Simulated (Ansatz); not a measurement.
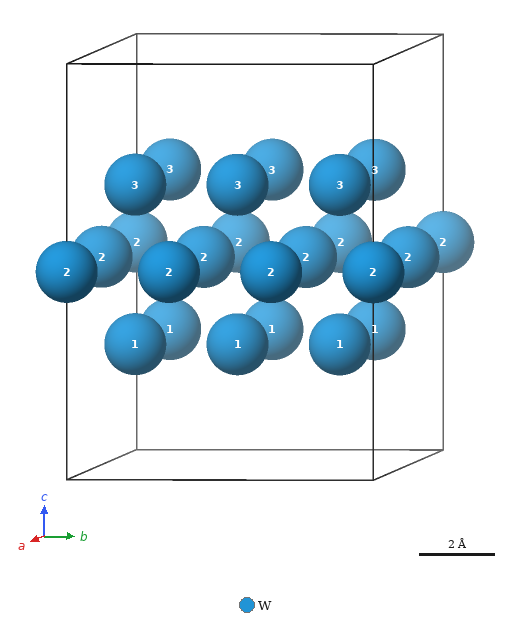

*The structure (spheres-only view of the 2 × 3 repeat of the cell, with the vacuum cut short, seen slightly off an axis; atoms are numbered from 1 in the order of the input). An atom can appear more than once, as a periodic image.*

# Run report: W, single-point calculation

The run: single-point calculation of W (slab, 3 atoms in the cell). Method and program: DFT PBE, scalar-relativistic, plane waves, PAW, PAW set soft_1, no spin polarisation (Ansatz 0.2.0).

The structure derives from an entry of the Crystallography Open Database. Figures and captions count atoms from 1; the log counts them from 0 in places.

### Input
```yaml
crystal:
  lattice:
    - [2.7571643597, 0.0, 0.0]
    - [-0.9190547866, 2.5994794874, 0.0]
    - [0.0, 0.0, 19.8562161029]
  atoms:
    - { symbol: W, position: [0.5, 0.5, 0.2014482507] }
    - { symbol: W, position: [0.0, 0.0, 0.3111437107] }
    - { symbol: W, position: [0.5, 0.5, 0.4208362792] }
basis:
  ecutwfc: 420
kpoints:
  mp_grid: { grid: [10, 10, 1] }
hamiltonian:
  xc: pbe
  pseudopotentials: { kind: paw, azcp: { folder: soft_1 } }
scf:
  occupations: { method: gaussian, width: 0.1 }
output:
  forces: true
  eigenvalues: true
efield:
  axis: 3
  dipole_correction: true
  ramp_width: 0.04
```

Run on 1 thread of Arm Neoverse V1, 24 GiB of memory available, shared host.

Launch command:
```bash
ansatz run input.yaml --threads 1 --pin off --max-ram 3072MiB --backend cpu --events-out ev --progress --plain --runs-dir out
```

### What the program printed
```
Engine: ansatz 0.2.0, aarch64-unknown-linux-gnu
Pseudopotentials: kind: paw
Pseudopotential: W, paw, valence charge 14, recommended cutoff 420 eV (normal), [file]
Functional definition: PBE
  parameter kappa = 0.804
  parameter beta = 0.06672455060314922
  exchange = pbe_x(kappa = kappa, mu = beta*pi^2/3)
  correlation = pbe_c(beta = beta)
Crystal: 3 atoms, lattice volume = 142.313 Å³
Basis set: ecut = 420 eV, 2817 PW (Γ), exchange–correlation on 40×40×270 points (8 copies of the dense FFT grid, shifted against one another)
Bands: 26, of which v1, the nominal top of the filled ones, is band 21 counted from 1 (20 counted from 0)
Symmetry: 4 space group operations
k-points: 31 of 100
Non-local potential: W, projectors of the file, l = 0: 3, l = 1: 2, l = 2: 2, l = 3: 1
PAW form: soft (Blöchl's): semilocal exchange-correlation on the pseudo side does not see the compensation charge
PAW one-centre angular grid: W, 590 points (default); XC on 64 Gauss nodes
Initial density: superposition of atomic densities (neutral atoms: chi_scale 0, normalization atom)
Initial wavefunctions: pseudopotential atomic-orbital guess
Functional: x = pbe(κ = 0.804, μ = 0.2195149727645171), c = pbe(β = 0.06672455060314922)
SCF iter   1: F=—  HF=-31156.177783 eV  |F-HF|=—  |Δ(HF+E_count)|=         —  Δρ=4.07e-2  dr2=8.39e0  ethr=3.10e-3  p=-0.000 e·Å  D=-1.25e-9 V/Å  ΔV_dip=0.00 eV  dr2_dipole=1.14e-12  V_vac-E_F(+/−)=6.97/6.97 eV  ⟨swp⟩=7.9  Hψ=4175  notcnv=0
efield: sawtooth ramp at fractional position 0.7911 (placed from the atoms, in the widest stretch of the axis that holds none; the zero of the levels goes with the place), width 0.0400; the density the first Hamiltonian is built on has a dipole p = -0.000 e·Å; the dipole correction subtracts the counter field D = -1.25e-9 V/Å, which shifts the + side's vacuum level by +0.00 eV against the − side's; the planar-averaged density in the ramp window peaks in size at 1.8e-7 e/Å³
preconditioner: auto → LDOS  [metal: Δε(μ)=0.042 eV  Ē_g=5.046 eV  σ=0.100 eV  W_gap=0.23  n_scr=14 (ndim 8)  ℏωp=13.2 eV  f_vac=0.562  D(μ)=3.24/eV (n_scr^D=12)  β→1.0]
SCF iter   2: F=—  HF=-31154.981592 eV  |F-HF|=—  |Δ(HF+E_count)|=    1.20e0  Δρ=2.26e-2  dr2=1.56e0  ethr=3.10e-3  p=-0.000 e·Å  D=-8.07e-5 V/Å  ΔV_dip=0.00 eV  dr2_dipole=6.14e-7  V_vac-E_F(+/−)=5.02/5.01 eV  ⟨swp⟩=3.9  Hψ=2190  notcnv=0  defer=13
SCF iter   3: F=—  HF=-31154.780311 eV  |F-HF|=—  |Δ(HF+E_count)|=   2.01e-1  Δρ=5.84e-3  dr2=1.66e-1  ethr=3.10e-3  p=-0.000 e·Å  D=-4.88e-6 V/Å  ΔV_dip=0.00 eV  dr2_dipole=1.25e-9  V_vac-E_F(+/−)=5.32/5.32 eV  ⟨swp⟩=3.8  Hψ=1919  notcnv=0  defer=13
SCF iter   4: F=—  HF=-31154.758414 eV  |F-HF|=—  |Δ(HF+E_count)|=   2.19e-2  Δρ=1.61e-3  dr2=5.38e-3  ethr=3.95e-4  p=-0.000 e·Å  D=-7.44e-6 V/Å  ΔV_dip=0.00 eV  dr2_dipole=1.96e-10  V_vac-E_F(+/−)=5.00/5.00 eV  ⟨swp⟩=2.5  Hψ=1425  notcnv=0  defer=13
SCF iter   5: F=—  HF=-31154.758115 eV  |F-HF|=—  |Δ(HF+E_count)|=   2.99e-4  Δρ=4.72e-4  dr2=4.24e-4  ethr=1.28e-5  p=-0.000 e·Å  D=-5.86e-7 V/Å  ΔV_dip=0.00 eV  dr2_dipole=1.56e-10  V_vac-E_F(+/−)=4.89/4.89 eV  ⟨swp⟩=2.9  Hψ=1446  notcnv=0  defer=13
SCF iter   6: F=—  HF=-31154.758244 eV  |F-HF|=—  |Δ(HF+E_count)|=   1.29e-4  Δρ=1.05e-4  dr2=2.80e-5  ethr=1.01e-6  p=0.000 e·Å  D=5.77e-6 V/Å  ΔV_dip=-0.00 eV  dr2_dipole=2.01e-10  V_vac-E_F(+/−)=4.85/4.85 eV  ⟨swp⟩=2.6  Hψ=1276  notcnv=0  defer=13
SCF iter   7: F=—  HF=-31154.758242 eV  |F-HF|=—  |Δ(HF+E_count)|=   2.75e-6  Δρ=3.38e-5  dr2=1.60e-6  ethr=6.67e-8  p=0.000 e·Å  D=2.27e-6 V/Å  ΔV_dip=-0.00 eV  dr2_dipole=8.04e-11  V_vac-E_F(+/−)=4.85/4.85 eV  ⟨swp⟩=2.2  Hψ=1084  notcnv=0  defer=13
SCF iter   8: F=-31154.758243 eV  HF=-31154.758243 eV  |F-HF|=5.79e-8  |Δ(HF+E_count)|=   1.69e-6  Δρ=6.14e-6  dr2=5.41e-8  ethr=2.38e-10  p=0.000 e·Å  D=4.81e-6 V/Å  ΔV_dip=-0.00 eV  dr2_dipole=7.96e-11  V_vac-E_F(+/−)=4.84/4.84 eV  ⟨swp⟩=8.7  Hψ=4988  notcnv=0
SCF 1 converged in 8 iterations: F = -31154.758243 eV  dr2 = 5.41e-8
  greatest PAW one-centre occupation: 0.999 electrons in one spin orbital (limit 2), on the W atom at site 1 (counted from 0), in its partial waves of l = 0
```

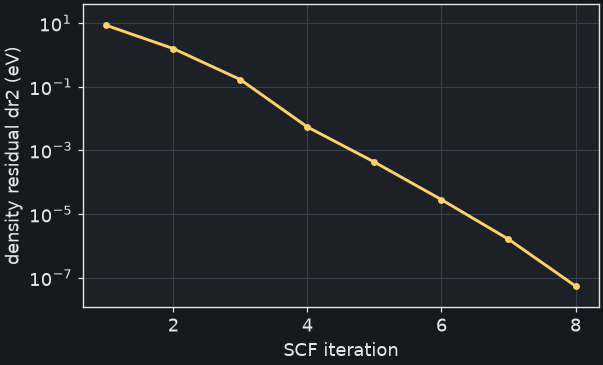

*Convergence of the self-consistent field: density residual dr2 against the SCF iteration.*

The residual falls at every step.

```
SCF converged after 8 iterations
Free energy (F): -31154.758243 eV
Harris-Foulkes:  -31154.758243 eV  (|F-HF|=5.79e-8)
Internal energy: -31154.741923 eV  (E = F + TS)
E sigma→0 (E₀):  -31154.750083 eV
Entropy (-TS):   -0.016320 eV (-5.440 meV/atom)
Fermi energy:    4.333788 eV
Dipole field:    D = -0.000009 V/Å  (p = -0.000007 e·Å, saw-weighted, corrected)
Work function:   Φ+ = 4.8440 eV   Φ− = 4.8438 eV
Levels:          The Fermi level and band energies are counted from a zero that moves with the ramp; work functions are not
--- Per-component energies (eV) ---
  E_band       = -999.682626
  E_kinetic    = 1258.981758
  E_local      = -35833.251252  (includes V_loc(G=0)·N_el)
  E_nonlocal   = -74.998428
  E_hartree    = 17412.557054
  E_xc         = -798.806229
  E_vxc        = -688.257941  (∫ρ·V_xc dr)
  E_paw        = -25733.328791  (= ΣΔE_a)
  E_vpaw       = -487.239131  (= ΣTr[D̂ρ^β])
  E_aug_tail   = 0.000445  (compensation charges beyond the density's cutoff)
  E_efield     = 0.000000  (sawtooth field / dipole correction)
  E_vefield    = 0.000000  (∫n·V_field dr)
  E_ewald      = 12614.103521
  E_smearing   = -0.016320  (= −TS)
  E_closure    = -0.000000  (closes the sum)
  Σ components = -31154.758243   (vs F -31154.758243, Δ=0.00e0)
--- Forces (eV/Å), atoms counted from 1 ---
  atom   1  W      0.00000000     0.00000000     0.01665832
  atom   2  W     -0.00000000     0.00000000    -0.00052539
  atom   3  W      0.00000000     0.00000000    -0.01610246
  max |Σ_I F_I| component: 3.05e-5 eV/Å
--- Band table (eV; the first three rows and the last of 31) ---
  k-point 0: bands = ["-69.7698", "-69.5551", "-69.5394", "-34.4688", "-33.9455", "-33.7330", "-33.4796", "-33.4502", "-33.3290", "-33.2441", "-33.1318", "-33.1317", "-4.3787", "-2.2022", "-1.6457", "1.0755", "2.2873", "2.8990", "3.0755", "3.2920", "3.7025", "3.7517", "5.1068", "6.1379", "6.3718", "6.4012"]
  k-point 1: bands = ["-69.7624", "-69.5492", "-69.5349", "-34.4424", "-33.9946", "-33.7197", "-33.5247", "-33.5143", "-33.3221", "-33.3006", "-33.1725", "-33.1686", "-4.0399", "-1.8782", "-1.2965", "1.1376", "2.3077", "2.5760", "3.0071", "3.3242", "3.5522", "4.0516", "4.6295", "5.9980", "6.0749", "6.4084"]
  k-point 2: bands = ["-69.7430", "-69.5338", "-69.5233", "-34.3740", "-34.1407", "-33.7274", "-33.6713", "-33.6153", "-33.4655", "-33.3815", "-33.2066", "-33.2057", "-3.1473", "-1.1560", "-0.4592", "1.2254", "2.0491", "2.4465", "2.5230", "2.9487", "3.4569", "4.3935", "4.9785", "5.9240", "6.0247", "6.5378"]
  k-point 30: bands = ["-69.6533", "-69.4477", "-69.4385", "-34.5861", "-34.1844", "-34.1587", "-34.1399", "-34.0969", "-33.7656", "-33.7538", "-33.6499", "-33.4198", "-1.3118", "-0.7583", "-0.7112", "0.2007", "1.3892", "1.5357", "4.3028", "4.7393", "5.0726", "5.9366", "6.6229", "7.5502", "7.8836", "9.4911"]
```

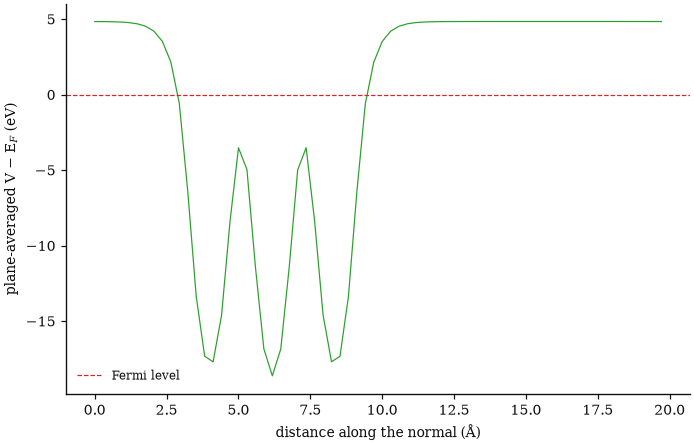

*Plane average of the electrostatic potential energy of an electron across the cell, from the Fermi level.*

The vacuum level lies 4.84 eV above the Fermi level.

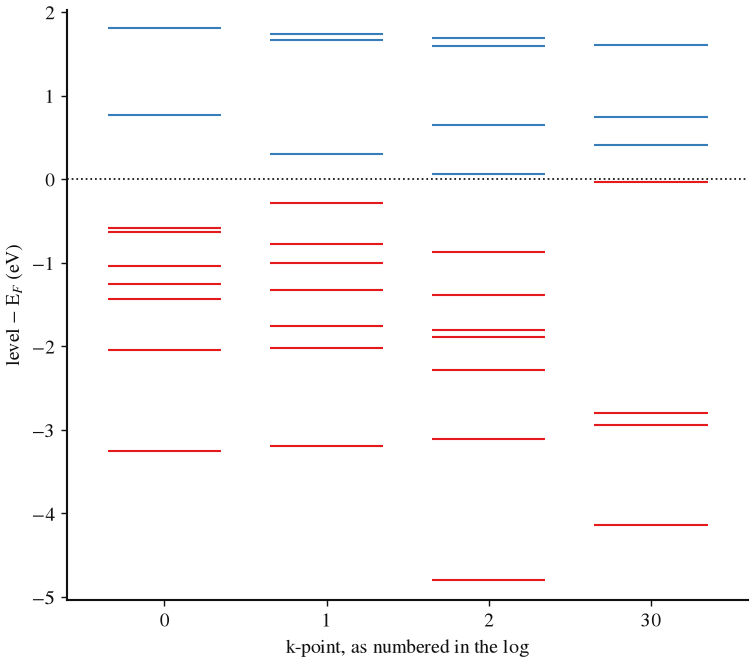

*Kohn–Sham levels near the Fermi level (dotted) at the few k-points that the log prints; levels within 0.02 eV of each other stand side by side.*

The system is metallic on the full mesh.

### Summary

```json
{"quantity": "outcome", "value": "converged"}
{"quantity": "electrons treated", "value": "42"}
{"quantity": "free energy", "value": "−31154.7582 eV"}
{"quantity": "work function, top face", "value": "4.84 eV"}
{"quantity": "work function, bottom face", "value": "4.84 eV"}
{"quantity": "Fermi energy", "value": "4.334 eV"}
{"quantity": "gap on the k-point mesh", "value": "none (metallic)"}
{"quantity": "work function (upper face)", "value": "4.84 eV"}
{"quantity": "largest force (length of the vector)", "value": "0.017 eV/Å"}
{"quantity": "wall time", "value": "11 s"}
{"quantity": "peak memory", "value": "0.35 GiB"}
```

### Remarks

Spin–orbit coupling is left out, which matters for W.
